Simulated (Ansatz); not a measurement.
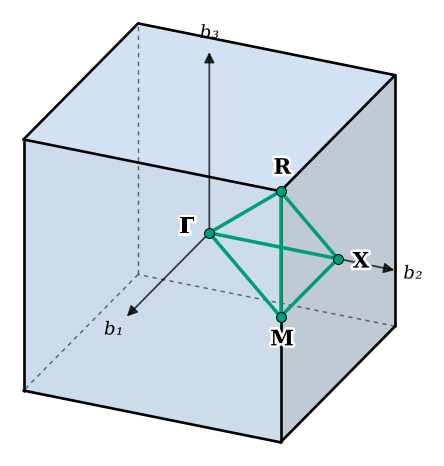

Crystal: AlRu, the end point of a relaxation with DFT PBE, scalar-relativistic, plane waves, PAW (Ansatz); the starting structure was generated, so it need not be a known form of this composition. The figure shows the first Brillouin zone with its special points and a band path. All values are computed from the atomic coordinates in the standard setting (tolerance 0.002 Å).

Labels and path follow the convention of Hinuma et al. (2017), as computed by seekpath; the arrows show the directions of the reciprocal primitive vectors b₁, b₂, b₃.

> Which Bravais lattice has this zone?

A simple cubic lattice (cP; extended symbol cP2). The zone is a cube: 6 faces (6 with 4 edges), 12 edges, 8 vertices.

> In which order does the conventional band path visit the special points?

Γ–X–M–Γ–R–X | R–M
